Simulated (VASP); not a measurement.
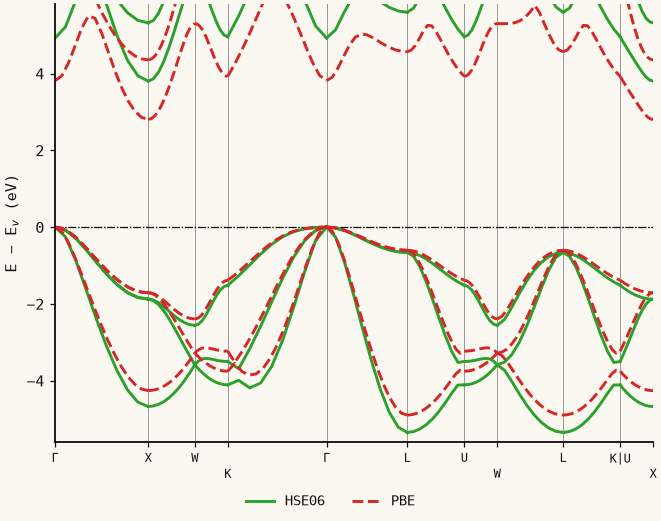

Band structures of rocksalt MgS, space group Fm-3m, 2 atoms in the primitive cell (cubic a = 5.181 Å), by two methods on the same cell. Each is counted from its own valence-band top.

Question: What changes from one method to the other?

Answer: HSE06 gives a gap of 3.80 eV along the path and PBE gives a gap of 2.80 eV along the path.

Settings. HSE06: VASP PAW PBE potentials, release 64 (Mg, S), no spin polarisation, no spin-orbit coupling, 8×8×8 k mesh, 520 eV cutoff, Gaussian smearing of 0.02 eV (VASP). PBE: VASP PAW PBE potentials, release 64 (Mg, S), no spin polarisation, no spin-orbit coupling, 10×10×10 k mesh, 520 eV cutoff, Gaussian smearing of 0.02 eV (VASP).

LDA, GGA and most meta-GGA functionals understate gaps. HSE06: the PAW data sets were made with another functional.
